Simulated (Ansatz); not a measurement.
System: Be.

```cif
data_structure
_symmetry_space_group_name_H-M 'P 1'
_symmetry_Int_Tables_number 1
_cell_length_a 2.2853
_cell_length_b 2.2853
_cell_length_c 3.5842
_cell_angle_alpha 90.000
_cell_angle_beta 90.000
_cell_angle_gamma 120.000
_cell_volume 16.21
loop_
_atom_site_label
_atom_site_type_symbol
_atom_site_fract_x
_atom_site_fract_y
_atom_site_fract_z
_atom_site_occupancy
Be1 Be 0.66667 0.33333 0.75000 1
Be2 Be 0.33333 0.66667 0.25000 1
```

Space group P6₃/mmc; computed pressure about −3 GPa in this cell.

These are results of Kohn-Sham DFT of a periodic cell, r2SCAN0, Ansatz PAW (Ansatz), not measurements.

Q: What can the converged valence pseudo-density and electron localisation function tell about the bonding?

A: Be–Be (2.29 Å): the density is about 0.25 e/Å³ at the midpoint; the ELF peaks at about 0.60 between the atoms.
The ELF has a maximum of about 0.75 in the space between the atoms, on no atom or two-centre bond.

Q: Does the calculation make it a metal, or give it a gap?

A: It is metallic or semimetallic at this level of theory: no gap opens.

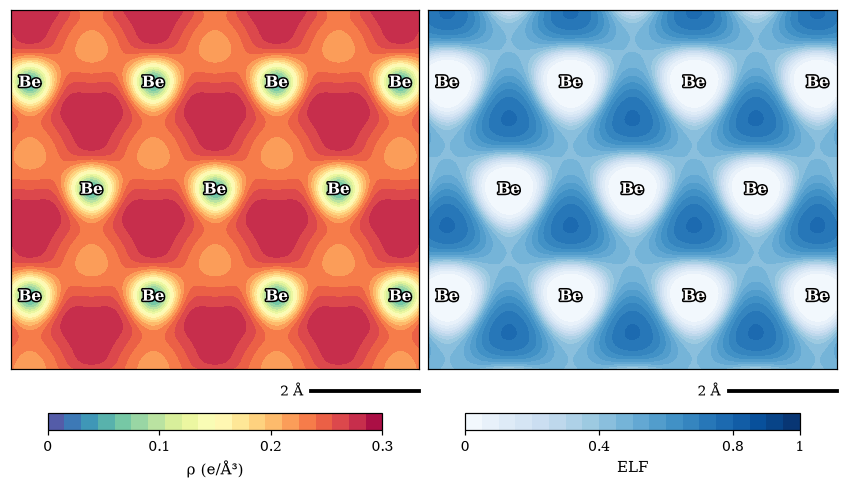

Computed valence pseudo-density and electron localisation function on the (001) plane of the conventional cell, in this order. 
